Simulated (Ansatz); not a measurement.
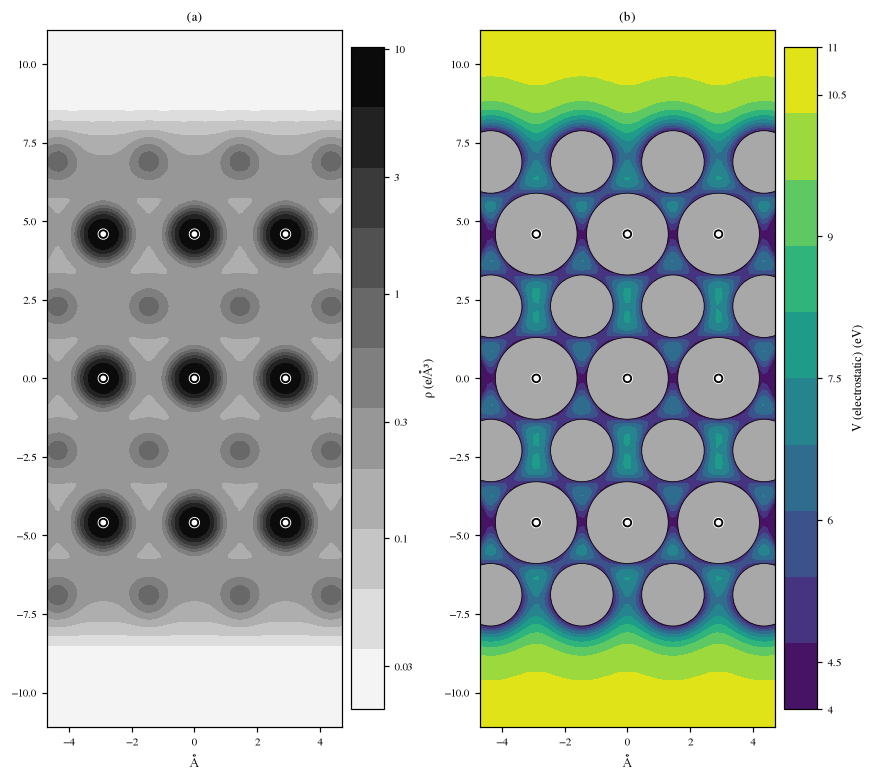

*Ti (slab). (a) valence electron density; (b) electrostatic potential energy of an electron on the (100) plane of the calculation cell, a cut from vacuum to vacuum. Circles mark the nuclei in the plane (Ti). Grey discs cover the atomic cores in the potential map.*

Not relaxed (largest force 0.7 eV/Å); computed without spin polarisation.

Theory: DFT PBEsol, scalar-relativistic, plane waves, PAW (Ansatz).

Core electrons are frozen (PAW), and the valence fields are smoothed inside the atomic spheres.

```yaml
crystal:
  lattice:
    - [2.90044, 0.00000, 0.00000]
    - [-1.45022, 2.51185, 0.00000]
    - [0.00000, 0.00000, 28.77297]
  atoms:
    - { symbol: Ti, position: [0.66667, 0.33333, 0.26066] }
    - { symbol: Ti, position: [0.33333, 0.66667, 0.34044] }
    - { symbol: Ti, position: [0.66667, 0.33333, 0.42022] }
    - { symbol: Ti, position: [0.33333, 0.66667, 0.50000] }
    - { symbol: Ti, position: [0.66667, 0.33333, 0.57978] }
    - { symbol: Ti, position: [0.33333, 0.66667, 0.65956] }
    - { symbol: Ti, position: [0.66667, 0.33333, 0.73934] }
```

Q: Read the bonding off the picture.

A: Atoms in the plane: Ti.
Atoms just off the plane (Ti, 0.8 Å away) can leave unmarked features too.
Ti–Ti (2.90 Å): the density is about 0.19 e/Å³ at the midpoint.
The density dies away to nearly zero in the vacuum.
Outside the cores the potential energy rises away from the atoms and is highest in the vacuum; its zero is arbitrary.

Q: Does the calculation give a band gap?

A: It is metallic or semimetallic at this level of theory: no gap opens.
